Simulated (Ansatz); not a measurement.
# Molecular dynamics, with input and output: NiSi (part 1 of 2)

NiSi (16 atoms in the cell), computed with DFT PBE, scalar-relativistic, plane waves, PAW, PAW set soft_1, no spin polarisation (Ansatz 0.2.0).

The structure derives from an entry of the Crystallography Open Database. It belongs to a series of runs on one base structure; here: dynamics from the start.

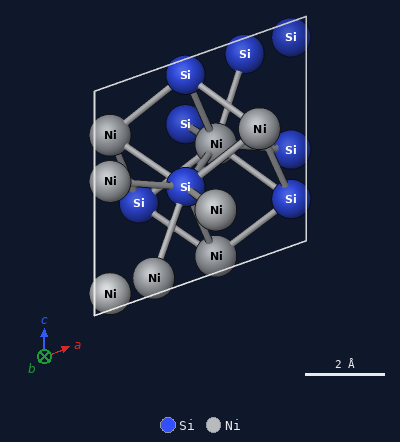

Fig. 1: The input geometry (ball-and-stick view of the cell of the calculation, along the b axis).

The input
```yaml
accuracy: low
crystal:
  lattice:
    - [0.0, 4.641937, 4.641937]
    - [4.641937, 0.0, 4.641937]
    - [4.641937, 4.641937, 0.0]
  atoms:
    - { symbol: Si, position: [0.43005, 0.43005, 0.43005] }
    - { symbol: Si, position: [0.93005, 0.43005, 0.20985] }
    - { symbol: Si, position: [0.20985, 0.93005, 0.43005] }
    - { symbol: Si, position: [0.43005, 0.20985, 0.93005] }
    - { symbol: Ni, position: [0.0735, 0.0735, 0.0735] }
    - { symbol: Ni, position: [0.5735, 0.0735, 0.2795] }
    - { symbol: Ni, position: [0.2795, 0.5735, 0.0735] }
    - { symbol: Ni, position: [0.0735, 0.2795, 0.5735] }
    - { symbol: Si, position: [0.93005, 0.93005, 0.93005] }
    - { symbol: Si, position: [0.43005, 0.93005, 0.70985] }
    - { symbol: Si, position: [0.70985, 0.43005, 0.93005] }
    - { symbol: Si, position: [0.93005, 0.70985, 0.43005] }
    - { symbol: Ni, position: [0.5735, 0.5735, 0.5735] }
    - { symbol: Ni, position: [0.0735, 0.5735, 0.7795] }
    - { symbol: Ni, position: [0.7795, 0.0735, 0.5735] }
    - { symbol: Ni, position: [0.5735, 0.7795, 0.0735] }
basis:
  ecutwfc: 420.0
kpoints:
  mp_grid: { grid: [2, 2, 2] }
hamiltonian:
  xc: pbe
  pseudopotentials: { kind: paw, azcp: { folder: soft_1 } }
scf:
  occupations: { method: fermi_dirac, width: 0.3 }
  lower_state_search: "off"
md:
  timestep: 2.25
  n_steps: 300
  ensemble: nvt_nose_hoover
  temperature: 3500.0
  initial_velocities: maxwell_boltzmann
  seed: 442461
  nose_hoover: { tau: 50.0, chain_length: 3 }
```

Command:
```bash
ansatz run input.yaml --threads 2 --pin off --max-ram 5120MiB --backend cpu --events-out ev --progress --plain --runs-dir out
```

Log
```
Warning: md: disabling space-group detection — thermal motion breaks the input geometry's symmetry, so no spatial operation reduces the k-mesh or symmetrises the density; time reversal is kept, so that k and −k are solved as one point where they differ and the mesh holds both, and exact exchange and, on two spinor components, a DFT+U term hold to it where the run has them: on two components no moment then forms, and a state that bears one, which a typed moment (crystal.atoms[].spin; refused beside efield: under a hybrid functional) reaches, can lie lower, under hf by electronvolts; crystal.symmetry.detect: false (a key that needs symmetry detection or time reversal refuses this as the deck is read) with time_reversal: false beside it drops time reversal too
band count auto-derived: 113 (N_el = 176.0; filled up to band 88; 106 by the electrons, moments and atoms)
Engine: ansatz 0.2.0, aarch64-unknown-linux-gnu
Pseudopotentials: kind: paw
Pseudopotential: Si, paw, valence charge 4, recommended cutoff 420 eV (normal), [file]
Pseudopotential: Ni, paw, valence charge 18, recommended cutoff 420 eV (normal), [file]
Functional definition: PBE
  parameter kappa = 0.804
  parameter beta = 0.06672455060314922
  exchange = pbe_x(kappa = kappa, mu = beta*pi^2/3)
  correlation = pbe_c(beta = beta)
Crystal: 16 atoms, lattice volume = 200.045 Å³
Basis set: ecut = 420 eV, 3839 PW (Γ), exchange–correlation on 90×90×90 points (8 copies of the dense FFT grid, shifted against one another)
Bands: 113, of which v1, the nominal top of the filled ones, is band 88 counted from 1 (87 counted from 0)
Symmetry: 1 space group operations
k-points: 8
Non-local potential: Si, projectors of the file, l = 0: 2, l = 1: 2, l = 2: 1
Non-local potential: Ni, projectors of the file, l = 0: 3, l = 1: 2, l = 2: 3, l = 3: 1
PAW form: soft (Blöchl's): semilocal exchange-correlation on the pseudo side does not see the compensation charge
PAW one-centre angular grid: Si, 110 points (default); XC on 64 Gauss nodes
PAW one-centre angular grid: Ni, 590 points (default); XC on 64 Gauss nodes
Initial density: superposition of atomic densities (chi_scale 0.1, normalization cell, long waves kept (reshape's long-wave potential 0.00 eV rms))
Initial wavefunctions: pseudopotential atomic-orbital guess
Functional: x = pbe(κ = 0.804, μ = 0.2195149727645171), c = pbe(β = 0.06672455060314922)
SCF iter   1: F=—  HF=-51815.708537 eV  |F-HF|=—  |Δ(HF+E_count)|=         —  Δρ=1.23e-1  dr2=2.84e1  ethr=3.10e-3  ⟨swp⟩=8.4  Hψ=3860  notcnv=0
preconditioner: auto → Kerker (q_TF=auto, 2.671 Å⁻¹)  [metal: Δε(μ)=0.431 eV  Ē_g=8.015 eV  σ=0.300 eV  W_gap=0.34  n_scr=58 (ndim 8)  ℏωp=27.8 eV  f_vac=0.000  D(μ)=5.83/eV (n_scr^D=50)]
SCF iter   2: F=—  HF=-51812.356579 eV  |F-HF|=—  |Δ(HF+E_count)|=    3.35e0  Δρ=3.79e-2  dr2=4.77e0  ethr=3.10e-3  ⟨swp⟩=2.0  Hψ=1531  notcnv=0
SCF iter   3: F=—  HF=-51811.270149 eV  |F-HF|=—  |Δ(HF+E_count)|=    1.09e0  Δρ=1.71e-2  dr2=9.77e-1  ethr=2.71e-3  ⟨swp⟩=2.0  Hψ=1027  notcnv=0
SCF iter   4: F=—  HF=-51811.072334 eV  |F-HF|=—  |Δ(HF+E_count)|=   1.98e-1  Δρ=6.24e-3  dr2=4.46e-2  ethr=5.55e-4  ⟨swp⟩=2.2  Hψ=1397  notcnv=0
SCF iter   5: F=—  HF=-51811.066975 eV  |F-HF|=—  |Δ(HF+E_count)|=   5.36e-3  Δρ=2.11e-3  dr2=9.02e-3  ethr=2.54e-5  ⟨swp⟩=1.4  Hψ=1163  notcnv=0
SCF iter   6: F=—  HF=-51811.066126 eV  |F-HF|=—  |Δ(HF+E_count)|=   8.48e-4  Δρ=4.40e-4  dr2=4.81e-4  ethr=5.12e-6  ⟨swp⟩=1.0  Hψ=904  notcnv=0
SCF iter   7: F=—  HF=-51811.066002 eV  |F-HF|=—  |Δ(HF+E_count)|=   1.24e-4  Δρ=7.71e-5  dr2=8.59e-6  ethr=2.73e-7  ⟨swp⟩=2.0  Hψ=1353  notcnv=0
SCF iter   8: F=—  HF=-51811.066027 eV  |F-HF|=—  |Δ(HF+E_count)|=   2.50e-5  Δρ=2.03e-5  dr2=8.17e-7  ethr=4.88e-9  ⟨swp⟩=2.5  Hψ=1571  notcnv=0
SCF iter   9: F=—  HF=-51811.066027 eV  |F-HF|=—  |Δ(HF+E_count)|=   1.61e-7  Δρ=8.45e-6  dr2=9.86e-8  ethr=4.64e-10  ⟨swp⟩=2.0  Hψ=1355  notcnv=0
SCF iter  10: F=-51811.066027 eV  HF=-51811.066027 eV  |F-HF|=1.08e-8  |Δ(HF+E_count)|=   1.02e-8  Δρ=2.77e-6  dr2=1.21e-8  ethr=9.09e-12  ⟨swp⟩=4.0  Hψ=3104  notcnv=0
SCF 1 converged in 10 iterations: F = -51811.066027 eV  dr2 = 1.21e-8
  greatest PAW one-centre occupation: 1.001 electrons in one spin orbital (limit 2), on the Ni atom at site 12 (counted from 0), in its partial waves of l = 1
md step     0: t =     0.00 fs  T =  3500.0 K  F+E_penalty+E_count = -51811.06602667 eV  E_kin = 6.786150 eV  conserved = -51804.27987672 eV  (10 SCF iters)
Initial density: handed on by an earlier stage of this run
Initial wavefunctions: those handed on with the density
iter 1 solved again at ethr=3.71e-5 eV; its pass at ethr=3.10e-3 eV (dr2=6.53e-2 eV) is discarded
SCF iter   1: F=—  HF=-51810.911654 eV  |F-HF|=—  |Δ(HF+E_count)|=         —  Δρ=4.36e-3  dr2=6.87e-2  ethr=3.71e-5  ⟨swp⟩=1.5  Hψ=4189  notcnv=0
preconditioner: auto → Kerker (q_TF=auto, 2.671 Å⁻¹)  [metal: Δε(μ)=0.172 eV  Ē_g=7.431 eV  σ=0.300 eV  W_gap=0.14  n_scr=58 (ndim 8)  ℏωp=27.8 eV  f_vac=0.000  D(μ)=7.62/eV (n_scr^D=58)]
SCF iter   2: F=—  HF=-51810.902551 eV  |F-HF|=—  |Δ(HF+E_count)|=   9.10e-3  Δρ=2.46e-3  dr2=2.93e-2  ethr=3.71e-5  ⟨swp⟩=1.0  Hψ=904  notcnv=0
SCF iter   3: F=—  HF=-51810.895809 eV  |F-HF|=—  |Δ(HF+E_count)|=   6.74e-3  Δρ=5.90e-4  dr2=1.28e-3  ethr=1.66e-5  ⟨swp⟩=2.0  Hψ=1151  notcnv=0
SCF iter   4: F=—  HF=-51810.895713 eV  |F-HF|=—  |Δ(HF+E_count)|=   9.68e-5  Δρ=2.98e-4  dr2=1.32e-4  ethr=7.26e-7  ⟨swp⟩=2.4  Hψ=1345  notcnv=0
SCF iter   5: F=—  HF=-51810.895533 eV  |F-HF|=—  |Δ(HF+E_count)|=   1.80e-4  Δρ=9.11e-5  dr2=1.67e-5  ethr=7.52e-8  ⟨swp⟩=2.9  Hψ=1676  notcnv=0
SCF iter   6: F=—  HF=-51810.895622 eV  |F-HF|=—  |Δ(HF+E_count)|=   8.88e-5  Δρ=3.14e-5  dr2=2.35e-6  ethr=9.47e-9  ⟨swp⟩=2.5  Hψ=1482  notcnv=0
SCF iter   7: F=—  HF=-51810.895698 eV  |F-HF|=—  |Δ(HF+E_count)|=   7.61e-5  Δρ=1.85e-5  dr2=5.28e-7  ethr=1.33e-9  ⟨swp⟩=2.0  Hψ=1232  notcnv=0
SCF iter   8: F=—  HF=-51810.895698 eV  |F-HF|=—  |Δ(HF+E_count)|=   7.31e-8  Δρ=4.52e-6  dr2=3.56e-8  ethr=3.00e-10  ⟨swp⟩=2.1  Hψ=1303  notcnv=0
SCF iter   9: F=-51810.895698 eV  HF=-51810.895698 eV  |F-HF|=4.07e-9  |Δ(HF+E_count)|=   2.17e-9  Δρ=1.79e-6  dr2=5.97e-9  ethr=9.09e-12  ⟨swp⟩=4.0  Hψ=3088  notcnv=0
SCF 2 converged in 9 iterations: F = -51810.895698 eV  dr2 = 5.97e-9
  greatest PAW one-centre occupation: 1.001 electrons in one spin orbital (limit 2), on the Ni atom at site 4 (counted from 0), in its partial waves of l = 1
md step     1: t =     2.25 fs  T =  3412.0 K  F+E_penalty+E_count = -51810.89569782 eV  E_kin = 6.615590 eV  conserved = -51804.28019237 eV  (9 SCF iters)
[... from here on the SCF iterations and repeated set-up lines of each step are left out, up to the last step ...]
md step     2: t =     4.50 fs  T =  3270.0 K  F+E_penalty+E_count = -51810.61954313 eV  E_kin = 6.340218 eV  conserved = -51804.28019617 eV  (9 SCF iters)
md step     3: t =     6.75 fs  T =  3077.2 K  F+E_penalty+E_count = -51810.24266713 eV  E_kin = 5.966330 eV  conserved = -51804.27963389 eV  (9 SCF iters)
md step     4: t =     9.00 fs  T =  2841.7 K  F+E_penalty+E_count = -51809.77960846 eV  E_kin = 5.509748 eV  conserved = -51804.27826578 eV  (9 SCF iters)
md step     5: t =    11.25 fs  T =  2578.0 K  F+E_penalty+E_count = -51809.25733274 eV  E_kin = 4.998460 eV  conserved = -51804.27600847 eV  (5 SCF iters)
md step     6: t =    13.50 fs  T =  2306.9 K  F+E_penalty+E_count = -51808.71574919 eV  E_kin = 4.472802 eV  conserved = -51804.27308842 eV  (4 SCF iters)
md step     7: t =    15.75 fs  T =  2053.4 K  F+E_penalty+E_count = -51808.20370514 eV  E_kin = 3.981348 eV  conserved = -51804.27008888 eV  (4 SCF iters)
md step     8: t =    18.00 fs  T =  1842.4 K  F+E_penalty+E_count = -51807.77001830 eV  E_kin = 3.572254 eV  conserved = -51804.26777543 eV  (4 SCF iters)
md step     9: t =    20.25 fs  T =  1693.0 K  F+E_penalty+E_count = -51807.45211036 eV  E_kin = 3.282532 eV  conserved = -51804.26674347 eV  (4 SCF iters)
md step    10: t =    22.50 fs  T =  1614.2 K  F+E_penalty+E_count = -51807.26715726 eV  E_kin = 3.129805 eV  conserved = -51804.26713097 eV  (8 SCF iters)
md step    11: t =    24.75 fs  T =  1604.1 K  F+E_penalty+E_count = -51807.20982130 eV  E_kin = 3.110212 eV  conserved = -51804.26860786 eV  (5 SCF iters)
md step    12: t =    27.00 fs  T =  1651.7 K  F+E_penalty+E_count = -51807.25674279 eV  E_kin = 3.202566 eV  conserved = -51804.27062914 eV  (5 SCF iters)
md step    13: t =    29.25 fs  T =  1741.0 K  F+E_penalty+E_count = -51807.37436974 eV  E_kin = 3.375616 eV  conserved = -51804.27272393 eV  (4 SCF iters)
md step    14: t =    31.50 fs  T =  1854.0 K  F+E_penalty+E_count = -51807.52612674 eV  E_kin = 3.594693 eV  conserved = -51804.27462970 eV  (4 SCF iters)
md step    15: t =    33.75 fs  T =  1973.2 K  F+E_penalty+E_count = -51807.67684690 eV  E_kin = 3.825802 eV  conserved = -51804.27626911 eV  (4 SCF iters)
md step    16: t =    36.00 fs  T =  2082.2 K  F+E_penalty+E_count = -51807.79462146 eV  E_kin = 4.037258 eV  conserved = -51804.27765383 eV  (4 SCF iters)
md step    17: t =    38.25 fs  T =  2166.2 K  F+E_penalty+E_count = -51807.85133628 eV  E_kin = 4.200125 eV  conserved = -51804.27878673 eV  (4 SCF iters)
md step    18: t =    40.50 fs  T =  2211.9 K  F+E_penalty+E_count = -51807.82322479 eV  E_kin = 4.288735 eV  conserved = -51804.27959956 eV  (4 SCF iters)
md step    19: t =    42.75 fs  T =  2208.6 K  F+E_penalty+E_count = -51807.69239133 eV  E_kin = 4.282308 eV  conserved = -51804.27991646 eV  (4 SCF iters)
md step    20: t =    45.00 fs  T =  2149.8 K  F+E_penalty+E_count = -51807.44982370 eV  E_kin = 4.168178 eV  conserved = -51804.27945242 eV  (9 SCF iters)
md step    21: t =    47.25 fs  T =  2035.5 K  F+E_penalty+E_count = -51807.09988208 eV  E_kin = 3.946648 eV  conserved = -51804.27787061 eV  (5 SCF iters)
md step    22: t =    49.50 fs  T =  1875.6 K  F+E_penalty+E_count = -51806.66538116 eV  E_kin = 3.636544 eV  conserved = -51804.27492603 eV  (4 SCF iters)
md step    23: t =    51.75 fs  T =  1691.3 K  F+E_penalty+E_count = -51806.19103429 eV  E_kin = 3.279201 eV  conserved = -51804.27070973 eV  (5 SCF iters)
md step    24: t =    54.00 fs  T =  1514.9 K  F+E_penalty+E_count = -51805.74171016 eV  E_kin = 2.937303 eV  conserved = -51804.26587928 eV  (5 SCF iters)
md step    25: t =    56.25 fs  T =  1384.9 K  F+E_penalty+E_count = -51805.39217485 eV  E_kin = 2.685228 eV  conserved = -51804.26166148 eV  (4 SCF iters)
md step    26: t =    58.50 fs  T =  1336.2 K  F+E_penalty+E_count = -51805.20835988 eV  E_kin = 2.590800 eV  conserved = -51804.25943139 eV  (4 SCF iters)
md step    27: t =    60.75 fs  T =  1389.6 K  F+E_penalty+E_count = -51805.22633017 eV  E_kin = 2.694257 eV  conserved = -51804.25997100 eV  (4 SCF iters)
md step    28: t =    63.00 fs  T =  1544.5 K  F+E_penalty+E_count = -51805.43958662 eV  E_kin = 2.994601 eV  conserved = -51804.26295903 eV  (5 SCF iters)
md step    29: t =    65.25 fs  T =  1779.8 K  F+E_penalty+E_count = -51805.80222428 eV  E_kin = 3.450898 eV  conserved = -51804.26718224 eV  (5 SCF iters)
md step    30: t =    67.50 fs  T =  2061.6 K  F+E_penalty+E_count = -51806.24567378 eV  E_kin = 3.997197 eV  conserved = -51804.27127256 eV  (9 SCF iters)
md step    31: t =    69.75 fs  T =  2353.0 K  F+E_penalty+E_count = -51806.69907499 eV  E_kin = 4.562187 eV  conserved = -51804.27432865 eV  (4 SCF iters)
md step    32: t =    72.00 fs  T =  2622.4 K  F+E_penalty+E_count = -51807.10404966 eV  E_kin = 5.084582 eV  conserved = -51804.27608135 eV  (4 SCF iters)
md step    33: t =    74.25 fs  T =  2847.2 K  F+E_penalty+E_count = -51807.42068700 eV  E_kin = 5.520405 eV  conserved = -51804.27671984 eV  (4 SCF iters)
md step    34: t =    76.50 fs  T =  3013.7 K  F+E_penalty+E_count = -51807.62658150 eV  E_kin = 5.843273 eV  conserved = -51804.27662883 eV  (4 SCF iters)
md step    35: t =    78.75 fs  T =  3115.6 K  F+E_penalty+E_count = -51807.71243659 eV  E_kin = 6.040775 eV  conserved = -51804.27618964 eV  (4 SCF iters)
md step    36: t =    81.00 fs  T =  3151.2 K  F+E_penalty+E_count = -51807.67714232 eV  E_kin = 6.109844 eV  conserved = -51804.27567455 eV  (5 SCF iters)
md step    37: t =    83.25 fs  T =  3121.9 K  F+E_penalty+E_count = -51807.52413418 eV  E_kin = 6.053101 eV  conserved = -51804.27518044 eV  (5 SCF iters)
md step    38: t =    85.50 fs  T =  3031.4 K  F+E_penalty+E_count = -51807.26019801 eV  E_kin = 5.877527 eV  conserved = -51804.27455720 eV  (4 SCF iters)
md step    39: t =    87.75 fs  T =  2886.4 K  F+E_penalty+E_count = -51806.89760463 eV  E_kin = 5.596391 eV  conserved = -51804.27338882 eV  (4 SCF iters)
md step    40: t =    90.00 fs  T =  2699.8 K  F+E_penalty+E_count = -51806.45974604 eV  E_kin = 5.234581 eV  conserved = -51804.27111534 eV  (9 SCF iters)
md step    41: t =    92.25 fs  T =  2493.8 K  F+E_penalty+E_count = -51805.98822780 eV  E_kin = 4.835210 eV  conserved = -51804.26742555 eV  (5 SCF iters)
md step    42: t =    94.50 fs  T =  2301.2 K  F+E_penalty+E_count = -51805.54556951 eV  E_kin = 4.461750 eV  conserved = -51804.26285696 eV  (4 SCF iters)
md step    43: t =    96.75 fs  T =  2160.1 K  F+E_penalty+E_count = -51805.20541208 eV  E_kin = 4.188121 eV  conserved = -51804.25904299 eV  (4 SCF iters)
md step    44: t =    99.00 fs  T =  2101.6 K  F+E_penalty+E_count = -51805.02772269 eV  E_kin = 4.074835 eV  conserved = -51804.25790151 eV  (5 SCF iters)
md step    45: t =   101.25 fs  T =  2136.6 K  F+E_penalty+E_count = -51805.03095369 eV  E_kin = 4.142562 eV  conserved = -51804.26009169 eV  (5 SCF iters)
md step    46: t =   103.50 fs  T =  2250.0 K  F+E_penalty+E_count = -51805.18231123 eV  E_kin = 4.362558 eV  conserved = -51804.26434051 eV  (5 SCF iters)
md step    47: t =   105.75 fs  T =  2409.9 K  F+E_penalty+E_count = -51805.41530141 eV  E_kin = 4.672482 eV  conserved = -51804.26847731 eV  (5 SCF iters)
md step    48: t =   108.00 fs  T =  2581.7 K  F+E_penalty+E_count = -51805.66090579 eV  E_kin = 5.005572 eV  conserved = -51804.27096633 eV  (4 SCF iters)
md step    49: t =   110.25 fs  T =  2740.6 K  F+E_penalty+E_count = -51805.87122225 eV  E_kin = 5.313737 eV  conserved = -51804.27149439 eV  (4 SCF iters)
md step    50: t =   112.50 fs  T =  2875.4 K  F+E_penalty+E_count = -51806.02621978 eV  E_kin = 5.575125 eV  conserved = -51804.27060293 eV  (9 SCF iters)
md step    51: t =   114.75 fs  T =  2985.8 K  F+E_penalty+E_count = -51806.12769352 eV  E_kin = 5.789204 eV  conserved = -51804.26908794 eV  (5 SCF iters)
md step    52: t =   117.00 fs  T =  3077.4 K  F+E_penalty+E_count = -51806.18856912 eV  E_kin = 5.966823 eV  conserved = -51804.26762867 eV  (4 SCF iters)
md step    53: t =   119.25 fs  T =  3156.8 K  F+E_penalty+E_count = -51806.22317973 eV  E_kin = 6.120758 eV  conserved = -51804.26667036 eV  (5 SCF iters)
md step    54: t =   121.50 fs  T =  3228.1 K  F+E_penalty+E_count = -51806.24064014 eV  E_kin = 6.259031 eV  conserved = -51804.26644095 eV  (4 SCF iters)
md step    55: t =   123.75 fs  T =  3291.1 K  F+E_penalty+E_count = -51806.24134277 eV  E_kin = 6.381209 eV  conserved = -51804.26701229 eV  (5 SCF iters)
md step    56: t =   126.00 fs  T =  3340.7 K  F+E_penalty+E_count = -51806.21596009 eV  E_kin = 6.477236 eV  conserved = -51804.26831204 eV  (5 SCF iters)
md step    57: t =   128.25 fs  T =  3367.3 K  F+E_penalty+E_count = -51806.14681577 eV  E_kin = 6.528767 eV  conserved = -51804.27004798 eV  (5 SCF iters)
md step    58: t =   130.50 fs  T =  3359.7 K  F+E_penalty+E_count = -51806.01268827 eV  E_kin = 6.514116 eV  conserved = -51804.27155139 eV  (5 SCF iters)
md step    59: t =   132.75 fs  T =  3310.6 K  F+E_penalty+E_count = -51805.79917656 eV  E_kin = 6.418890 eV  conserved = -51804.27163912 eV  (5 SCF iters)
md step    60: t =   135.00 fs  T =  3225.3 K  F+E_penalty+E_count = -51805.51606049 eV  E_kin = 6.253469 eV  conserved = -51804.26883636 eV  (9 SCF iters)
md step    61: t =   137.25 fs  T =  3131.8 K  F+E_penalty+E_count = -51805.21718472 eV  E_kin = 6.072158 eV  conserved = -51804.26261514 eV  (5 SCF iters)
md step    62: t =   139.50 fs  T =  3081.6 K  F+E_penalty+E_count = -51805.00381671 eV  E_kin = 5.974906 eV  conserved = -51804.25559797 eV  (5 SCF iters)
md step    63: t =   141.75 fs  T =  3128.1 K  F+E_penalty+E_count = -51804.98231657 eV  E_kin = 6.065131 eV  conserved = -51804.25351872 eV  (5 SCF iters)
md step    64: t =   144.00 fs  T =  3286.4 K  F+E_penalty+E_count = -51805.18182730 eV  E_kin = 6.372044 eV  conserved = -51804.25968807 eV  (5 SCF iters)
md step    65: t =   146.25 fs  T =  3511.1 K  F+E_penalty+E_count = -51805.50835447 eV  E_kin = 6.807696 eV  conserved = -51804.27010957 eV  (5 SCF iters)
md step    66: t =   148.50 fs  T =  3721.6 K  F+E_penalty+E_count = -51805.79915105 eV  E_kin = 7.215802 eV  conserved = -51804.27747485 eV  (6 SCF iters)
md step    67: t =   150.75 fs  T =  3852.4 K  F+E_penalty+E_count = -51805.92690617 eV  E_kin = 7.469348 eV  conserved = -51804.27800678 eV  (6 SCF iters)
md step    68: t =   153.00 fs  T =  3884.8 K  F+E_penalty+E_count = -51805.86065719 eV  E_kin = 7.532253 eV  conserved = -51804.27261855 eV  (5 SCF iters)
md step    69: t =   155.25 fs  T =  3846.1 K  F+E_penalty+E_count = -51805.65938000 eV  E_kin = 7.457262 eV  conserved = -51804.26458541 eV  (5 SCF iters)
md step    70: t =   157.50 fs  T =  3787.5 K  F+E_penalty+E_count = -51805.42679531 eV  E_kin = 7.343536 eV  conserved = -51804.25759517 eV  (9 SCF iters)
md step    71: t =   159.75 fs  T =  3756.9 K  F+E_penalty+E_count = -51805.25763045 eV  E_kin = 7.284213 eV  conserved = -51804.25409145 eV  (5 SCF iters)
md step    72: t =   162.00 fs  T =  3780.3 K  F+E_penalty+E_count = -51805.20063582 eV  E_kin = 7.329614 eV  conserved = -51804.25411457 eV  (5 SCF iters)
md step    73: t =   164.25 fs  T =  3858.6 K  F+E_penalty+E_count = -51805.25451442 eV  E_kin = 7.481506 eV  conserved = -51804.25599988 eV  (5 SCF iters)
md step    74: t =   166.50 fs  T =  3977.1 K  F+E_penalty+E_count = -51805.38844043 eV  E_kin = 7.711185 eV  conserved = -51804.25821692 eV  (5 SCF iters)
md step    75: t =   168.75 fs  T =  4115.6 K  F+E_penalty+E_count = -51805.56337118 eV  E_kin = 7.979774 eV  conserved = -51804.26022271 eV  (5 SCF iters)
md step    76: t =   171.00 fs  T =  4254.2 K  F+E_penalty+E_count = -51805.74162153 eV  E_kin = 8.248406 eV  conserved = -51804.26199190 eV  (4 SCF iters)
md step    77: t =   173.25 fs  T =  4374.4 K  F+E_penalty+E_count = -51805.88927718 eV  E_kin = 8.481544 eV  conserved = -51804.26339904 eV  (5 SCF iters)
md step    78: t =   175.50 fs  T =  4461.5 K  F+E_penalty+E_count = -51805.97911967 eV  E_kin = 8.650384 eV  conserved = -51804.26410793 eV  (5 SCF iters)
md step    79: t =   177.75 fs  T =  4506.9 K  F+E_penalty+E_count = -51805.99591991 eV  E_kin = 8.738356 eV  conserved = -51804.26375723 eV  (5 SCF iters)
md step    80: t =   180.00 fs  T =  4511.1 K  F+E_penalty+E_count = -51805.94175070 eV  E_kin = 8.746540 eV  conserved = -51804.26219568 eV  (9 SCF iters)
md step    81: t =   182.25 fs  T =  4484.7 K  F+E_penalty+E_count = -51805.83786078 eV  E_kin = 8.695443 eV  conserved = -51804.25973036 eV  (5 SCF iters)
```
